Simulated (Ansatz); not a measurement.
```xyz
25
Lattice="0.0000 -5.5118 -5.5118 -5.5118 -5.5118 0.0000 -5.5118 0.0000 -5.5118" Properties=species:S:1:pos:R:3 pbc="T T T"
Ca   -5.5187   -2.7975   -2.7266
Ca   -8.2511   -5.5128   -2.7770
Ca   -8.3011   -2.7979   -5.5105
Ca   -5.4974   -5.5056   -0.0185
Ca   -5.4808   -5.4884   -5.5480
Ca   -8.2512   -8.2586   -5.5235
Ca   -8.3010   -5.5264   -8.2391
Ca   -5.5045   -8.2591   -2.7773
F    -1.3794   -1.3869   -1.3128
F    -4.1315   -4.1411   -1.3833
F    -4.2040   -1.3871   -4.1381
F    -6.8085   -4.2484   -4.2189
F    -1.3782   -4.2121   -4.1370
F    -4.2415   -6.8161   -4.2204
F    -4.1135   -4.1221   -6.9144
F    -6.8093   -6.8157   -6.7880
F    -4.0917   -4.1002   -4.1281
F    -6.9576   -6.9649   -4.0718
F    -6.8995   -4.0996   -6.9357
F    -9.6911   -6.8502   -6.8497
F    -4.0929   -6.9085   -6.9363
F    -6.8402   -9.6995   -6.8480
F    -6.9223   -6.9316   -9.6171
F    -9.6904   -9.6999   -9.6984
F    -8.1314   -8.1393   -8.4087
```

The SCF solution may not be the lowest one; spin-polarised.

Theory: DFT PBE, scalar-relativistic, plane waves, PAW (Ansatz 0.2.0).

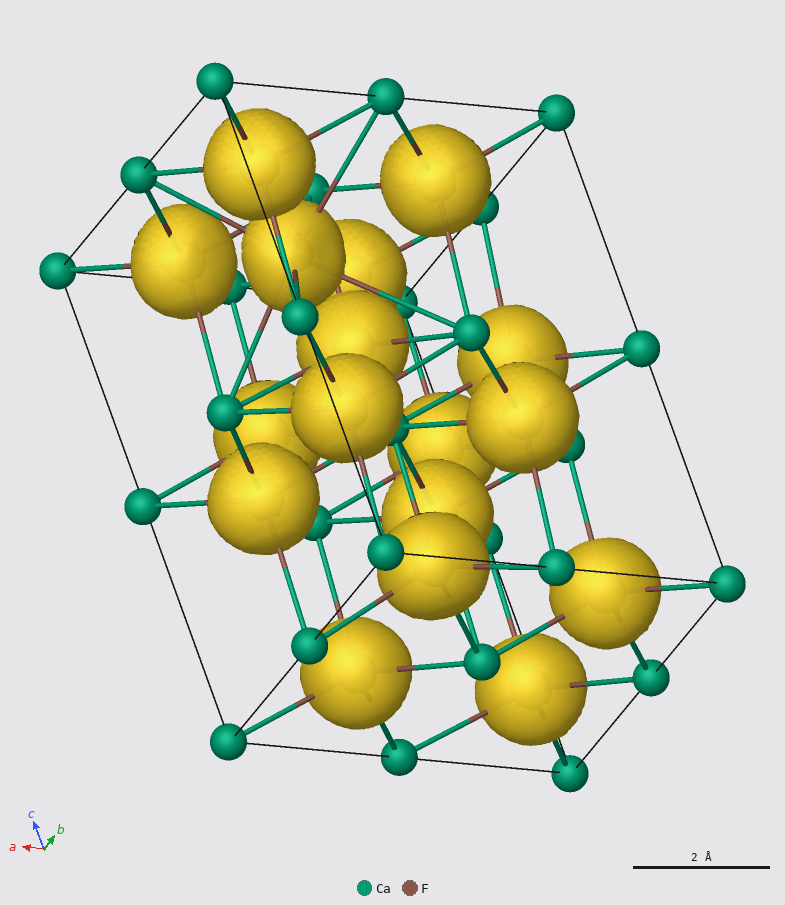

Ca$_{8}$F$_{17}$ (cell with a defect). Isosurface of the electron localisation function at 0.7 (yellow), seen at an oblique angle. Only the valence region is drawn (cores and ρ < 0.01 e/Å³ removed). Sticks mark near contacts.

In a PAW calculation such maps are meaningful between the atoms, not at the nuclei.

### Identify the bonds, lone pairs and shells in this picture.

The ELF exceeds this value in 17 regions wrapped around F (the valence shell of each), counted in one cell of 25 atoms. Any copies at cell faces, edges or corners count once.

Values along the shortest contacts:
Ca–F (2.25 Å): the ELF peaks at about 0.80 in the valence shell of F, 0.6 Å from its nucleus, and drops to about 0.05 between the two atoms (a largely ionic contact). Ca–F (2.30 Å): the ELF peaks at about 0.80 in the valence shell of F, 0.6 Å from its nucleus, and drops to about 0.05 between the two atoms (an ionic contact with no shared pair).

### How are the moments arranged in this solution?

With much of the spin spread outside that site; site moments F: +0.5 μB in one cell of 25 atoms, with smaller moments on other sites: F (up to +0.27 μB).
